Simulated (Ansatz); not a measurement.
# Ta4N3: what the fields show

```xyz
14
Lattice="0.0000 4.3076 4.3076 4.3076 0.0000 4.3076 4.3076 4.3076 0.0000" Properties=species:S:1:pos:R:3 pbc="T T T"
Ta    0.0000    0.0000    0.0000
Ta    2.1538    2.1538    0.0000
Ta    2.1538    0.0000    2.1538
Ta    4.3076    2.1538    2.1538
Ta    0.0000    2.1538    2.1538
Ta    2.1538    4.3076    2.1538
Ta    2.1538    2.1538    4.3076
Ta    4.3076    4.3076    4.3076
N     4.3076    4.3076    2.1538
N     4.3076    2.1538    4.3076
N     6.4614    4.3076    4.3076
N     2.1538    4.3076    4.3076
N     4.3076    6.4614    4.3076
N     4.3076    4.3076    6.4614
```

Space group Pm-3m; a generated structure, not necessarily the stable one.

These are results of DFT LDA, scalar-relativistic, plane waves, PAW in Ansatz, not measurements.

Core electrons are frozen (PAW), and the valence fields are smoothed inside the atomic spheres.

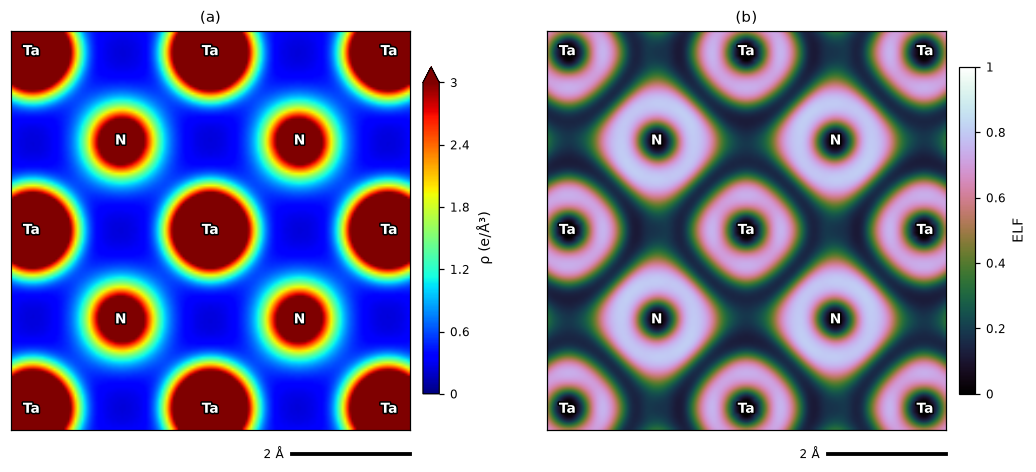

Figure 1. (a) valence pseudo-density; (b) ELF on the (101) plane of the calculation cell.

Q: Read the bonding off the picture.

A:
- Atoms in the plane: Ta and N.
- Ta–N (2.15 Å): the density is about 0.61 e/Å³ at the midpoint; the ELF peaks at about 0.80 in the valence shell of N, 0.6 Å from its nucleus, and is about 0.15 at the midpoint; no shared electron pair shows on this line.
- Ta–Ta (3.05 Å): ρ is about 0.24 e/Å³ halfway; the ELF is about 0.20 at the midpoint: no localised pair shows between them.
- Between the atoms the lowest density in this plane is 0.24 e/Å³.
- The features right at Ta lie inside the PAW spheres, where the map follows smoothed inner orbitals and isn't to be read closely.

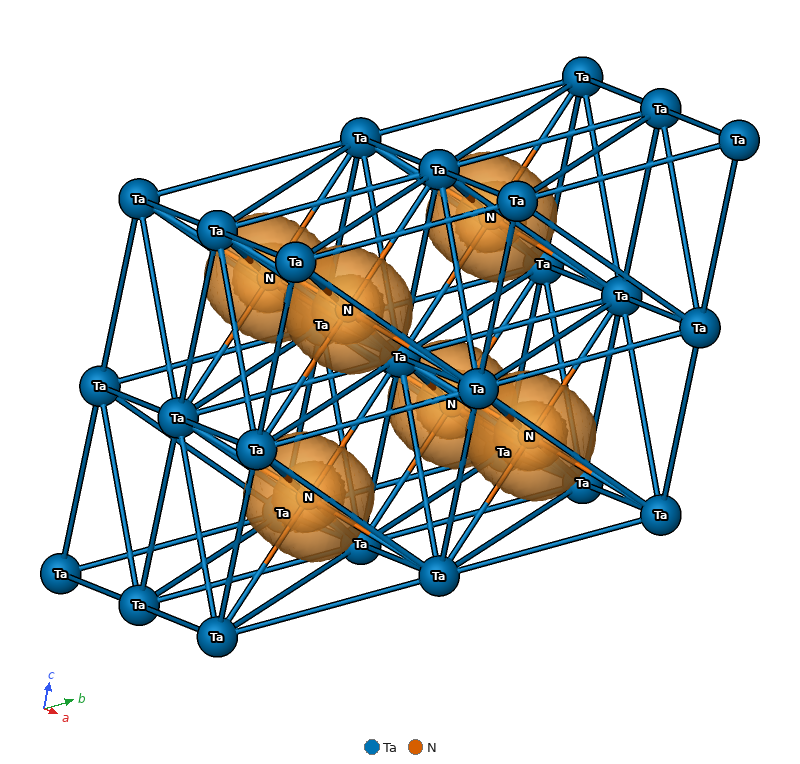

Figure 2. Isosurface of the electron localisation function at 0.7 (orange), seen slightly off an axis. Core shells and regions of very low density are left out. Sticks mark near contacts.

Q: What do the ELF domains correspond to?

A: At this value the surface marks out six regions wrapped around N (the valence shell of each), counted in one cell of 14 atoms. Regions shared between cells count once.

Q: Metal or insulator at this level of theory?

A: It is metallic or semimetallic at this level of theory: no gap opens; semilocal functionals without U, or without the true magnetic order, often close the gap of such compounds.
